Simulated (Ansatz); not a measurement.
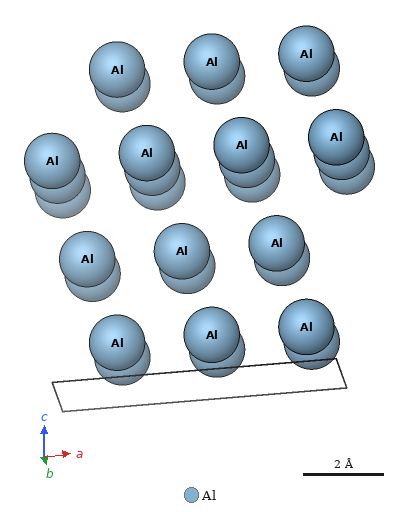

Starting structure of a slab of composition Al (cut from the Fm-3m phase). The picture is a spheres-only view of the 3 × 2 repeat of the cell, outlined in the plane, without the vacuum, seen from a free direction.

Case: clean slab, lower half held. The slab is the (1 1 1) face of Al. 2 atoms are held fixed.

The calculation used DFT PBEsol, scalar-relativistic, plane waves, PAW in Ansatz.

Input
```yaml
crystal:
  lattice:
    - [2.839427007, 0.0, 0.0]
    - [-1.4197135035, 2.4590159203, 0.0]
    - [0.0, 0.0, 23.955147329]
  atoms:
    - { symbol: Al, position: [0.6666666667, 0.3333333333, 0.3548297943] }
    - { symbol: Al, position: [0.3333333333, 0.6666666667, 0.4516099314] }
    - { symbol: Al, position: [0.0, 0.0, 0.5483900686] }
    - { symbol: Al, position: [0.6666666667, 0.3333333333, 0.6451702057] }
basis:
  ecutwfc: 420
kpoints:
  mp_grid: { grid: [12, 12, 1] }
hamiltonian:
  xc: pbesol
scf:
  occupations: { method: gaussian, width: 0.1 }
output:
  forces: true
  eigenvalues: true
  write_density: true
  write_potential: true
  elf: true
  volumetric_format: npy
relax:
  adjacent_minimum: "off"
  f_tol: 0.03
  max_steps: 70
  constraints: [{ sites: [0, 1] }]
efield:
  axis: 3
  dipole_correction: true
  ramp_width: 0.04
```

Launched with:
```bash
ansatz run input.yaml --threads 1 --pin off --max-ram 2560MiB --backend cpu --events-out ev --progress --plain --runs-dir out
```

Where does the constrained relaxation end?

Al3 moves most: 0.028 Å along the normal (−c). The cell stays as it was. Near-neighbour distances that change, for instance: Al2–Al3 2.839 → 2.817 Å, Al3–Al4 2.839 → 2.846 Å. Over 2 geometry steps the energy falls by 1.2 meV per cell of the calculation. The largest force component goes from 0.11 to 0.0011 eV/Å.
